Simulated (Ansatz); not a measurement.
P: molecular dynamics (part 1 of 3)

P (R-3m, 16 atoms in the cell), computed with DFT PBEsol, scalar-relativistic, plane waves, PAW, no spin polarisation (Ansatz 0.2.0).

The structure derives from a Materials Project entry. It belongs to a series of runs on one base structure; here: dynamics (NVT, Langevin thermostat) at 1200 K, volume × 1.04. Figures and captions count atoms from 1; the log counts them from 0 in places.

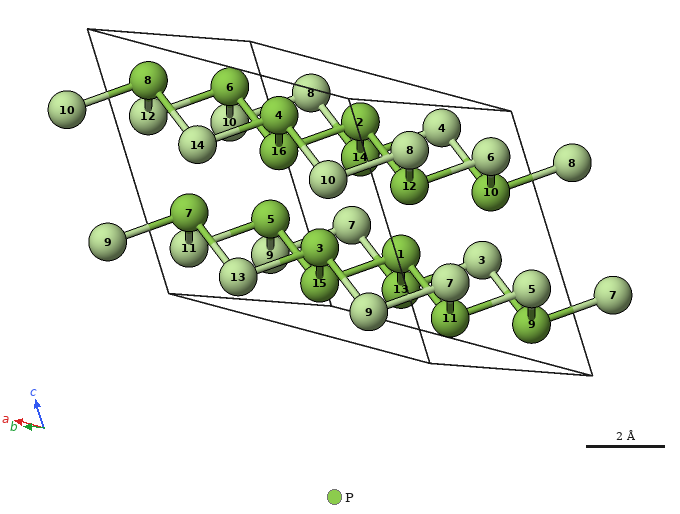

Fig. 1: The starting structure (ball-and-stick view of the cell of the calculation, seen at an oblique angle; neighbours outside the cell are drawn fainter; atoms are numbered from 1 in the order of the input).

Results in brief

```csv
quantity,value
outcome,finished
mean temperature over the second half,1235 K
trajectory,"112 steps, 672 fs"
ensemble,nvt_langevin
temperature in the input,1200.0 K
time step,6.0 fs
space group of the start (tolerance 0.01 Å),R-3m (166)
electrons treated,80
potential energy (free energy of the electrons) (last step),−11838.1041 eV
Fermi energy (last step),9.172 eV
pressure (without the kinetic term) (last step),−2.44 GPa
largest force (length of the vector) (last step),1.945 eV/Å
hardware,"4 threads of Intel Xeon (Sapphire Rapids), 64 GiB of memory available, shared host"
wall time,2.2 min (CPU time 7.5 min)
peak memory,0.66 GiB
```

Remarks

The k-point mesh is coarse (a preliminary or cheap run), so energies and forces are approximate. Warnings of the run: the SCF threshold is looser than advised for the printed stress.

The input
```yaml
crystal:
  lattice:
    - [-3.496869385, -6.0567554423, 0.0]
    - [3.496869385, -6.0567554423, 0.0]
    - [0.0, -4.0378369615, 6.3417294704]
  atoms:
    - { symbol: P, position: [0.386459875, 0.386459875, 0.340620375] }
    - { symbol: P, position: [0.386459875, 0.386459875, 0.840620375] }
    - { symbol: P, position: [0.386459875, 0.886459875, 0.340620375] }
    - { symbol: P, position: [0.386459875, 0.886459875, 0.840620375] }
    - { symbol: P, position: [0.886459875, 0.386459875, 0.340620375] }
    - { symbol: P, position: [0.886459875, 0.386459875, 0.840620375] }
    - { symbol: P, position: [0.886459875, 0.886459875, 0.340620375] }
    - { symbol: P, position: [0.886459875, 0.886459875, 0.840620375] }
    - { symbol: P, position: [0.113540125, 0.113540125, 0.159379625] }
    - { symbol: P, position: [0.113540125, 0.113540125, 0.659379625] }
    - { symbol: P, position: [0.113540125, 0.613540125, 0.159379625] }
    - { symbol: P, position: [0.113540125, 0.613540125, 0.659379625] }
    - { symbol: P, position: [0.613540125, 0.113540125, 0.159379625] }
    - { symbol: P, position: [0.613540125, 0.113540125, 0.659379625] }
    - { symbol: P, position: [0.613540125, 0.613540125, 0.159379625] }
    - { symbol: P, position: [0.613540125, 0.613540125, 0.659379625] }
basis:
  ecutwfc: 420
kpoints:
  mp_grid: { grid: [2, 2, 2], shift: [0.5, 0.5, 0.5] }
hamiltonian:
  xc: pbesol
scf:
  occupations: { method: fermi_dirac, width: 0.1034 }
  lower_state_search: "off"
  convergence: { dr2_threshold: 1.0e-07 }
output:
  forces: true
  stress: true
md:
  timestep: 6.0
  n_steps: 112
  ensemble: nvt_langevin
  temperature: 1200.0
  initial_velocities: maxwell_boltzmann
  seed: 90510
  friction: 0.05
```

Launched with:
```bash
ansatz run input.yaml --threads 4 --pin off --max-ram 5120MiB --backend cpu --events-out ev --progress --plain --runs-dir out
```

Output
```
Warning: md: disabling space-group detection — thermal motion breaks the input geometry's symmetry, so no spatial operation reduces the k-mesh or symmetrises the density; time reversal is kept, so that k and −k are solved as one point where they differ and the mesh holds both, and exact exchange and, on two spinor components, a DFT+U term hold to it where the run has them: on two components no moment then forms, and a state that bears one, which a typed moment (crystal.atoms[].spin; refused beside efield: under a hybrid functional) reaches, can lie lower, under hf by electronvolts; crystal.symmetry.detect: false (a key that needs symmetry detection or time reversal refuses this as the deck is read) with time_reversal: false beside it drops time reversal too
Warning: output.stress: scf.convergence.dr2_threshold = 1e-7 eV (the SCF's general default) is looser than the 1.6e-9 eV advised for a printed stress (1e-10 eV for each atom of the cell: 16). What an SCF threshold leaves in a stress goes as its square root, and in the free energy as the threshold itself, and one threshold admits the most on a small cell: of the crystals measured, under no hybrid functional and no lock of the moments, on runs that ended without the residual-converged pass, on stresses that held no estimate of that error, the worst erred by over 100 MPa in a component at 1e-7 eV an atom and by under 5 at 1e-10. Set scf.convergence.dr2_threshold to 1.6e-9 eV or tighter. The threshold is an SCF's pass mark: one that does not reach it within its budget of iterations ends unconverged, or closes short of it on a stop that the run arms, and scf.convergence.dr2_threshold's page says what that costs each kind of run
Engine: ansatz 0.2.0, x86_64-unknown-linux-gnu
Pseudopotentials: kind: paw
Pseudopotential: P, paw, valence charge 5, recommended cutoff 420 eV (normal), P.paw.azcp
Functional definition: PBEsol
  exchange = pbesol_x
  correlation = pbesol_c
Crystal: 16 atoms, lattice volume = 268.632 Å³
Basis set: ecut = 420 eV, 5271 PW (Γ), exchange–correlation on 96×96×108 points (8 copies of the dense FFT grid, shifted against one another)
Bands: 56, of which v1, the nominal top of the filled ones, is band 40 counted from 1 (39 counted from 0)
Symmetry: 1 space group operations
k-points: 4 of 8 (time reversal used)
Non-local potential: P, projectors of the file, l = 0: 2, l = 1: 2, l = 2: 2
PAW form: soft (Blöchl's): semilocal exchange-correlation on the pseudo side does not see the compensation charge
PAW frozen core: P, regenerated for the run's functional, and the local potential with it (the file was generated under x = pbe(κ = 0.804, μ = 0.2195149727645171), c = pbe(β = 0.06672455060314922))
PAW one-centre angular grid: P, 110 points (default); XC on 64 Gauss nodes
Initial density: superposition of atomic densities (neutral atoms: chi_scale 0, normalization atom), corrected by the library's trained network
Initial wavefunctions: pseudopotential atomic-orbital guess
Functional: x = pbesol(κ = 0.804, μ = 0.12345679012345678), c = pbesol(β = 0.046)
SCF iter   1: F=—  HF=-11840.731412 eV  |F-HF|=—  |Δ(HF+E_count)|=         —  Δρ=4.56e-3  dr2=6.94e-2  ethr=1.77e-3  ⟨swp⟩=10.0  Hψ=1273  notcnv=0
preconditioner: auto → Resta (q_TF=auto, 2.230 Å⁻¹)  ε∞=6.3  [insulator: Δε(μ)=0.884 eV  Ē_g=8.830 eV  σ=0.103 eV  W_gap=0.58  n_scr=58 (ndim 8)  ℏωp=20.3 eV  f_vac=0.000  D(μ)=3.23/eV (n_scr^D=14)  ε∞_Penn≈6.3]
SCF iter   2: F=—  HF=-11840.714330 eV  |F-HF|=—  |Δ(HF+E_count)|=   1.71e-2  Δρ=2.21e-3  dr2=1.58e-2  ethr=8.68e-5  ⟨swp⟩=2.8  Hψ=437  notcnv=0
SCF iter   3: F=—  HF=-11840.709440 eV  |F-HF|=—  |Δ(HF+E_count)|=   4.89e-3  Δρ=2.91e-4  dr2=2.56e-4  ethr=1.97e-5  ⟨swp⟩=2.0  Hψ=337  notcnv=0
SCF iter   4: F=—  HF=-11840.709388 eV  |F-HF|=—  |Δ(HF+E_count)|=   5.20e-5  Δρ=6.61e-5  dr2=1.20e-5  ethr=3.19e-7  ⟨swp⟩=2.5  Hψ=406  notcnv=0
SCF iter   5: F=—  HF=-11840.709328 eV  |F-HF|=—  |Δ(HF+E_count)|=   6.02e-5  Δρ=2.25e-5  dr2=1.76e-6  ethr=1.50e-8  ⟨swp⟩=2.2  Hψ=395  notcnv=0
SCF iter   6: F=—  HF=-11840.709328 eV  |F-HF|=—  |Δ(HF+E_count)|=   9.90e-8  Δρ=9.00e-6  dr2=5.43e-7  ethr=2.21e-9  ⟨swp⟩=2.0  Hψ=316  notcnv=0
SCF iter   7: F=-11840.709328 eV  HF=-11840.709328 eV  |F-HF|=3.65e-9  |Δ(HF+E_count)|=   7.97e-8  Δρ=1.47e-6  dr2=9.10e-9  ethr=1.25e-10  ⟨swp⟩=3.5  Hψ=946  notcnv=0
SCF 1 converged in 7 iterations: F = -11840.709328 eV  dr2 = 9.10e-9
  greatest PAW one-centre occupation: 0.810 electrons in one spin orbital (limit 2), on the P atom at site 12 (counted from 0), in its partial waves of l = 0
md step     0: t =     0.00 fs  T =  1125.0 K  F+E_penalty+E_count = -11840.70932782 eV  E_kin = 2.326680 eV  P_inst = -4.3318 GPa  (7 SCF iters)
Initial density: handed on by an earlier stage of this run
Initial wavefunctions: those handed on with the density
iter 1 solved again at ethr=4.97e-5 eV; its pass at ethr=3.10e-3 eV (dr2=3.97e-2 eV) is discarded
SCF iter   1: F=—  HF=-11840.495329 eV  |F-HF|=—  |Δ(HF+E_count)|=         —  Δρ=4.50e-3  dr2=4.08e-2  ethr=4.97e-5  ⟨swp⟩=2.2  Hψ=1588  notcnv=0
preconditioner: auto → Resta (q_TF=auto, 2.230 Å⁻¹)  ε∞=6.3  [insulator: Δε(μ)=0.855 eV  Ē_g=8.835 eV  σ=0.103 eV  W_gap=0.55  n_scr=58 (ndim 8)  ℏωp=20.3 eV  f_vac=0.000  D(μ)=3.44/eV (n_scr^D=14)  ε∞_Penn≈6.3]
SCF iter   2: F=—  HF=-11840.488191 eV  |F-HF|=—  |Δ(HF+E_count)|=   7.14e-3  Δρ=2.42e-3  dr2=9.65e-3  ethr=4.97e-5  ⟨swp⟩=1.8  Hψ=273  notcnv=0
SCF iter   3: F=—  HF=-11840.486425 eV  |F-HF|=—  |Δ(HF+E_count)|=   1.77e-3  Δρ=3.52e-4  dr2=3.14e-4  ethr=1.21e-5  ⟨swp⟩=2.5  Hψ=370  notcnv=0
SCF iter   4: F=—  HF=-11840.486388 eV  |F-HF|=—  |Δ(HF+E_count)|=   3.67e-5  Δρ=6.86e-5  dr2=1.61e-5  ethr=3.93e-7  ⟨swp⟩=3.0  Hψ=467  notcnv=0
SCF iter   5: F=—  HF=-11840.486305 eV  |F-HF|=—  |Δ(HF+E_count)|=   8.31e-5  Δρ=2.06e-5  dr2=1.41e-6  ethr=2.01e-8  ⟨swp⟩=2.2  Hψ=320  notcnv=0
SCF iter   6: F=-11840.486305 eV  HF=-11840.486305 eV  |F-HF|=3.35e-8  |Δ(HF+E_count)|=   2.47e-8  Δρ=4.90e-6  dr2=9.27e-8  ethr=1.25e-10  ⟨swp⟩=3.5  Hψ=1009  notcnv=0
SCF 2 converged in 6 iterations: F = -11840.486305 eV  dr2 = 9.27e-8
  greatest PAW one-centre occupation: 0.813 electrons in one spin orbital (limit 2), on the P atom at site 9 (counted from 0), in its partial waves of l = 0
md step     1: t =     6.00 fs  T =  1072.9 K  F+E_penalty+E_count = -11840.48630514 eV  E_kin = 2.218904 eV  P_inst = -3.6968 GPa  (6 SCF iters)
[... from here on the SCF iterations and repeated set-up lines of each step are left out, up to the last step ...]
SCF 3 converged in 7 iterations: F = -11840.086974 eV  dr2 = 1.29e-8
md step     2: t =    12.00 fs  T =   604.3 K  F+E_penalty+E_count = -11840.08697440 eV  E_kin = 1.249687 eV  P_inst = -3.6005 GPa  (7 SCF iters)
SCF 4 converged in 7 iterations: F = -11839.711690 eV  dr2 = 2.37e-8
md step     3: t =    18.00 fs  T =  1020.3 K  F+E_penalty+E_count = -11839.71169045 eV  E_kin = 2.110225 eV  P_inst = -3.1387 GPa  (7 SCF iters)
SCF 5 converged in 7 iterations: F = -11839.274230 eV  dr2 = 1.15e-8
md step     4: t =    24.00 fs  T =   831.7 K  F+E_penalty+E_count = -11839.27422961 eV  E_kin = 1.720180 eV  P_inst = -3.1610 GPa  (7 SCF iters)
SCF 6 converged in 6 iterations: F = -11838.827634 eV  dr2 = 1.45e-8
md step     5: t =    30.00 fs  T =   868.8 K  F+E_penalty+E_count = -11838.82763428 eV  E_kin = 1.796759 eV  P_inst = -2.9622 GPa  (6 SCF iters)
SCF 7 converged in 6 iterations: F = -11838.562119 eV  dr2 = 8.76e-8
md step     6: t =    36.00 fs  T =   725.3 K  F+E_penalty+E_count = -11838.56211908 eV  E_kin = 1.500112 eV  P_inst = -2.7927 GPa  (6 SCF iters)
SCF 8 converged in 6 iterations: F = -11838.536007 eV  dr2 = 5.23e-8
md step     7: t =    42.00 fs  T =   992.5 K  F+E_penalty+E_count = -11838.53600727 eV  E_kin = 2.052654 eV  P_inst = -2.2678 GPa  (6 SCF iters)
SCF 9 converged in 6 iterations: F = -11838.612717 eV  dr2 = 5.10e-8
md step     8: t =    48.00 fs  T =   612.3 K  F+E_penalty+E_count = -11838.61271728 eV  E_kin = 1.266343 eV  P_inst = -2.2328 GPa  (6 SCF iters)
SCF 10 converged in 7 iterations: F = -11838.863230 eV  dr2 = 9.28e-9
md step     9: t =    54.00 fs  T =   887.7 K  F+E_penalty+E_count = -11838.86323020 eV  E_kin = 1.835886 eV  P_inst = -2.1204 GPa  (7 SCF iters)
SCF 11 converged in 7 iterations: F = -11839.016279 eV  dr2 = 4.22e-8
md step    10: t =    60.00 fs  T =  1567.8 K  F+E_penalty+E_count = -11839.01627902 eV  E_kin = 3.242450 eV  P_inst = -2.0126 GPa  (7 SCF iters)
SCF 12 converged in 7 iterations: F = -11838.791619 eV  dr2 = 1.57e-8
md step    11: t =    66.00 fs  T =  1041.3 K  F+E_penalty+E_count = -11838.79161866 eV  E_kin = 2.153646 eV  P_inst = -2.4852 GPa  (7 SCF iters)
SCF 13 converged in 6 iterations: F = -11838.722616 eV  dr2 = 5.52e-8
md step    12: t =    72.00 fs  T =   872.2 K  F+E_penalty+E_count = -11838.72261577 eV  E_kin = 1.803839 eV  P_inst = -2.6543 GPa  (6 SCF iters)
SCF 14 converged in 6 iterations: F = -11838.941422 eV  dr2 = 4.35e-8
md step    13: t =    78.00 fs  T =   940.0 K  F+E_penalty+E_count = -11838.94142175 eV  E_kin = 1.944035 eV  P_inst = -2.8342 GPa  (6 SCF iters)
SCF 15 converged in 6 iterations: F = -11839.087069 eV  dr2 = 7.76e-8
md step    14: t =    84.00 fs  T =  1015.4 K  F+E_penalty+E_count = -11839.08706883 eV  E_kin = 2.099984 eV  P_inst = -2.4672 GPa  (6 SCF iters)
SCF 16 converged in 6 iterations: F = -11838.846312 eV  dr2 = 6.96e-8
md step    15: t =    90.00 fs  T =  1246.8 K  F+E_penalty+E_count = -11838.84631213 eV  E_kin = 2.578522 eV  P_inst = -1.2384 GPa  (6 SCF iters)
SCF 17 converged in 6 iterations: F = -11838.381100 eV  dr2 = 5.54e-8
md step    16: t =    96.00 fs  T =   949.6 K  F+E_penalty+E_count = -11838.38109966 eV  E_kin = 1.963912 eV  P_inst = -0.5809 GPa  (6 SCF iters)
SCF 18 converged in 6 iterations: F = -11838.170562 eV  dr2 = 9.74e-8
md step    17: t =   102.00 fs  T =  1205.7 K  F+E_penalty+E_count = -11838.17056179 eV  E_kin = 2.493586 eV  P_inst = -0.2268 GPa  (6 SCF iters)
SCF 19 converged in 7 iterations: F = -11838.199084 eV  dr2 = 1.59e-8
md step    18: t =   108.00 fs  T =  1359.9 K  F+E_penalty+E_count = -11838.19908352 eV  E_kin = 2.812501 eV  P_inst = -0.4083 GPa  (7 SCF iters)
SCF 20 converged in 6 iterations: F = -11838.251181 eV  dr2 = 7.62e-8
md step    19: t =   114.00 fs  T =  1182.5 K  F+E_penalty+E_count = -11838.25118068 eV  E_kin = 2.445665 eV  P_inst = -1.1500 GPa  (6 SCF iters)
SCF 21 converged in 7 iterations: F = -11838.335195 eV  dr2 = 5.70e-8
md step    20: t =   120.00 fs  T =  1133.1 K  F+E_penalty+E_count = -11838.33519454 eV  E_kin = 2.343374 eV  P_inst = -1.7313 GPa  (7 SCF iters)
SCF 22 converged in 7 iterations: F = -11838.414859 eV  dr2 = 1.21e-8
md step    21: t =   126.00 fs  T =   769.8 K  F+E_penalty+E_count = -11838.41485869 eV  E_kin = 1.592157 eV  P_inst = -2.3825 GPa  (7 SCF iters)
SCF 23 converged in 6 iterations: F = -11838.482340 eV  dr2 = 7.45e-8
md step    22: t =   132.00 fs  T =  1170.5 K  F+E_penalty+E_count = -11838.48234040 eV  E_kin = 2.420684 eV  P_inst = -2.5965 GPa  (6 SCF iters)
SCF 24 converged in 7 iterations: F = -11838.468842 eV  dr2 = 1.40e-8
md step    23: t =   138.00 fs  T =  1348.9 K  F+E_penalty+E_count = -11838.46884249 eV  E_kin = 2.789744 eV  P_inst = -2.6048 GPa  (7 SCF iters)
SCF 25 converged in 7 iterations: F = -11838.592311 eV  dr2 = 1.39e-8
md step    24: t =   144.00 fs  T =  1216.8 K  F+E_penalty+E_count = -11838.59231052 eV  E_kin = 2.516608 eV  P_inst = -2.4910 GPa  (7 SCF iters)
SCF 26 converged in 6 iterations: F = -11838.855913 eV  dr2 = 6.99e-8
md step    25: t =   150.00 fs  T =  1179.1 K  F+E_penalty+E_count = -11838.85591315 eV  E_kin = 2.438650 eV  P_inst = -2.6065 GPa  (6 SCF iters)
SCF 27 converged in 6 iterations: F = -11838.935038 eV  dr2 = 3.42e-8
md step    26: t =   156.00 fs  T =   940.9 K  F+E_penalty+E_count = -11838.93503843 eV  E_kin = 1.945939 eV  P_inst = -3.0393 GPa  (6 SCF iters)
SCF 28 converged in 6 iterations: F = -11838.945538 eV  dr2 = 3.93e-8
md step    27: t =   162.00 fs  T =  1136.1 K  F+E_penalty+E_count = -11838.94553765 eV  E_kin = 2.349552 eV  P_inst = -2.7585 GPa  (6 SCF iters)
SCF 29 converged in 6 iterations: F = -11838.922632 eV  dr2 = 8.34e-8
md step    28: t =   168.00 fs  T =   993.5 K  F+E_penalty+E_count = -11838.92263235 eV  E_kin = 2.054773 eV  P_inst = -2.5915 GPa  (6 SCF iters)
SCF 30 converged in 6 iterations: F = -11838.749794 eV  dr2 = 3.55e-8
md step    29: t =   174.00 fs  T =  1025.0 K  F+E_penalty+E_count = -11838.74979403 eV  E_kin = 2.119827 eV  P_inst = -2.0453 GPa  (6 SCF iters)
SCF 31 converged in 7 iterations: F = -11838.448013 eV  dr2 = 1.95e-8
md step    30: t =   180.00 fs  T =   661.8 K  F+E_penalty+E_count = -11838.44801267 eV  E_kin = 1.368694 eV  P_inst = -1.4168 GPa  (7 SCF iters)
SCF 32 converged in 6 iterations: F = -11838.234102 eV  dr2 = 5.20e-8
md step    31: t =   186.00 fs  T =   938.8 K  F+E_penalty+E_count = -11838.23410157 eV  E_kin = 1.941582 eV  P_inst = -0.7960 GPa  (6 SCF iters)
SCF 33 converged in 6 iterations: F = -11838.050451 eV  dr2 = 5.11e-8
md step    32: t =   192.00 fs  T =   752.4 K  F+E_penalty+E_count = -11838.05045088 eV  E_kin = 1.556081 eV  P_inst = -0.9842 GPa  (6 SCF iters)
SCF 34 converged in 6 iterations: F = -11837.901193 eV  dr2 = 7.32e-8
```
